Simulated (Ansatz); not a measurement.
GeS, as given below.

Space group Pnma (No. 62). a = 10.566 Å, b = 3.760 Å, c = 4.297 Å, α = 90.00°, β = 90.00°, γ = 90.00°
| atom | site | symmetry | x | y | z |
| --- | --- | --- | --- | --- | --- |
| Ge | 4c | .m. | 0.1210 | 0.2500 | 0.1110 |
| S | 4c | .m. | 0.8540 | 0.2500 | 0.5000 |

It is based on a model structure set up as the input of an electronic-structure calculation (not necessarily at equilibrium). The cell comes from a structure generator, not from experiment.

**Predict the first 2 clear peaks of the neutron G(r) with σ = 0.10 Å, and name the atom pairs.**

1. 2.52 Å: Ge–S at 2.51–2.53 Å
2. 3.28 Å: Ge–S at 3.24–3.28 Å; Ge–Ge at 3.31 Å

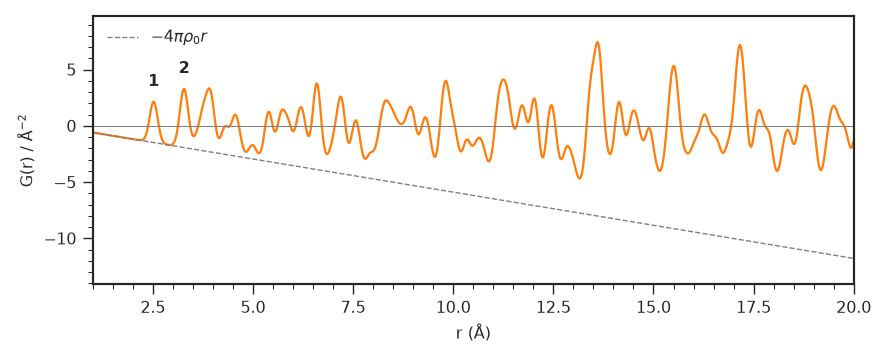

Simulated neutron pair distribution function, G(r) = R(r)/r − 4πρ₀r, summed over the atomic distances of the structure with each pair weighted by the product of the tabulated coherent neutron scattering lengths (natural isotope mix where the element has one); every distance is a Gaussian of σ = 0.10 Å. No termination ripples are included.
